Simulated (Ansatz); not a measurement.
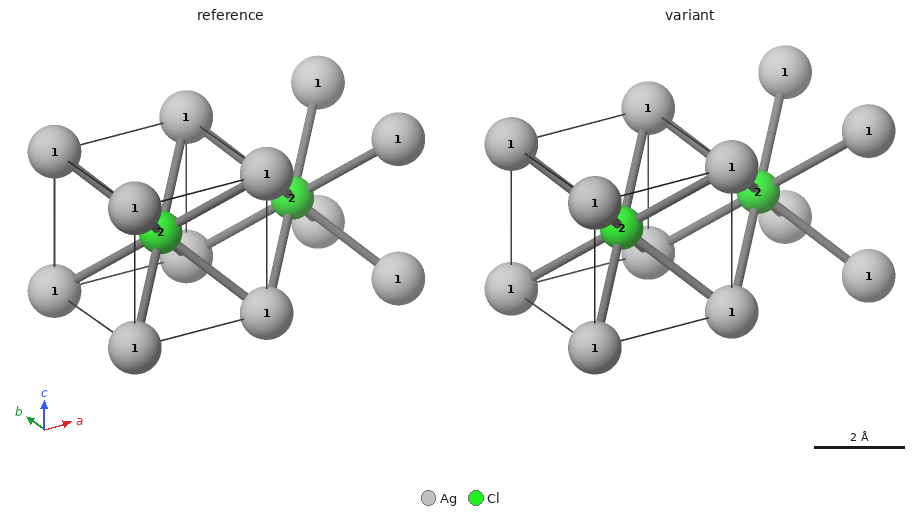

Left: a symmetric starting cell of AgCl. Right: the same structure after one change, at the same scale. The picture is a ball-and-stick view of the cell of the calculation, repeated 2 × 1 × 1 with one cell outlined, seen from a free direction.

Level of theory: DFT PBE, scalar-relativistic, plane waves, PAW in Ansatz. Set-up: plane-wave cutoff 420 eV; k-point mesh 10 × 10 × 10; occupations gaussian; smearing width 0.05 eV; no spin polarisation.

### What distinguishes the right structure from the left one?

All lengths are scaled by +3.9 % (volume +12.1 %), the atoms keeping their fractional coordinates. No relaxation follows. The starting cell wasn't computed here and needn't be at equilibrium, so pressure and forces aren't due to the change alone.

### And its effect?

The pressure is −4.0 GPa (not all of it need come from the change, since the unchanged cell can be under pressure at this level too). All forces vanish by symmetry. Some distances before and after: Ag–Cl 2.974 → 3.089 Å. The space group stays Pm-3m (No. 221).
